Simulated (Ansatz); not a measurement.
```
Ti
1.0
     5.36087    0.00000    0.00000
     0.00000    5.36087    0.00000
     0.00000    0.00000    5.36087
Ti
8
Direct
  0.75000 0.25000 0.25000
  0.25000 0.75000 0.25000
  0.25000 0.25000 0.75000
  0.75000 0.75000 0.75000
  0.50000 0.00000 0.00000
  0.00000 0.50000 0.00000
  0.00000 0.00000 0.50000
  0.50000 0.50000 0.50000
```

Space group Fd-3m; set up as Ti, diamond; a generated structure, not necessarily the stable one.

Computed with Ansatz 0.2.0, DFT, LDA (PW92), plane waves (420 eV) with PAW, fully relativistic with spin-orbit coupling.

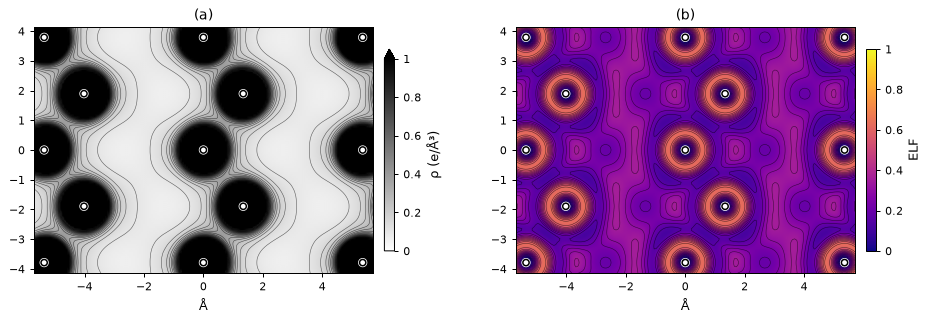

Ti. (a) valence charge density (pseudo); (b) ELF on the (011) plane of the conventional cell. Circles mark the nuclei in the plane (Ti).

> Interpret the plot.

The plane passes through Ti nuclei. Ti–Ti (2.32 Å): the density is about 0.38 e/Å³ at the midpoint; the ELF is about 0.10 at the midpoint; no localised pair shows between them. Between the atoms the lowest density in this plane is 0.06 e/Å³. The features right at Ti lie inside the PAW spheres, where the map follows smoothed inner orbitals and isn't to be read closely.
